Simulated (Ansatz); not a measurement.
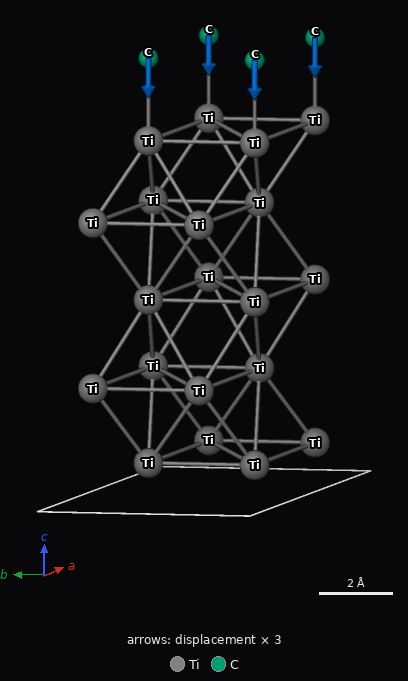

A constrained relaxation of a slab of composition Ti₅C (cut from the P6_3/mmc phase). The starting structure is drawn; blue arrows show the displacements, magnified 3 times.

Style: ball-and-stick. Shown: the 2 × 2 repeat of the cell, outlined in the plane, without the vacuum, from a free direction.

Case: C over the place (0/4, 0/4) of the surface cell, its height relaxed. The slab is the (0 0 1) face of Ti with C on it. 5 atoms are held fixed.

All numbers below come from DFT r2SCAN, scalar-relativistic, plane waves, PAW (Ansatz 0.2.0).

Input
```yaml
crystal:
  lattice:
    - [2.935796943, 0.0, 0.0]
    - [-1.4678984715, 2.542474733, 0.0]
    - [0.0, 0.0, 28.2723858137]
  atoms:
    - { symbol: Ti, position: [0.6666666667, 0.3333333333, 0.3006467178] }
    - { symbol: Ti, position: [0.3333333333, 0.6666666667, 0.3826382578] }
    - { symbol: Ti, position: [0.6666666667, 0.3333333333, 0.4651113222] }
    - { symbol: Ti, position: [0.3333333333, 0.6666666667, 0.5494892943] }
    - { symbol: Ti, position: [0.6666666667, 0.3333333333, 0.6254777747] }
    - { symbol: C, position: [0.6666666667, 0.3333333333, 0.7089514517] }
basis:
  ecutwfc: 500
kpoints:
  mp_grid: { grid: [12, 12, 1] }
hamiltonian:
  xc: r2scan
scf:
  occupations: { method: gaussian, width: 0.1 }
output:
  forces: true
  eigenvalues: true
relax:
  adjacent_minimum: "off"
  f_tol: 0.02
  max_steps: 25
  constraints: [{ sites: [0, 1, 2, 3, 4] }, { site: 5, fix: xy }]
efield:
  axis: 3
  dipole_correction: true
  ramp_width: 0.04
```

Command:
```bash
ansatz run input.yaml --threads 2 --pin off --max-ram 5120MiB --backend cpu --events-out ev --progress --plain --runs-dir out
```

Q: Atoms of which element are displaced furthest, and by how much?

A: Carbon: up to 0.39 Å, against 0.00 Å for titanium.

Q: What did the optimiser do to the structure, and how much energy did it gain?

A: The atom that moves furthest is C6 (0.39 Å along the normal (−c)). Ti stays in place. The cell stays as it was. Some distances before and after: Ti5–C6 2.360 → 1.969 Å. Over 2 accepted moves (3 points after the start) the energy falls by 0.562 eV per cell of the calculation. Largest force component: 2.2 eV/Å at the start, 0.0058 eV/Å at the end. 1 step only repeated the SCF at the same geometry.

Limits of the set-up: the periodic images lie only 2.9 Å apart, so the values are limited by the cell's size.
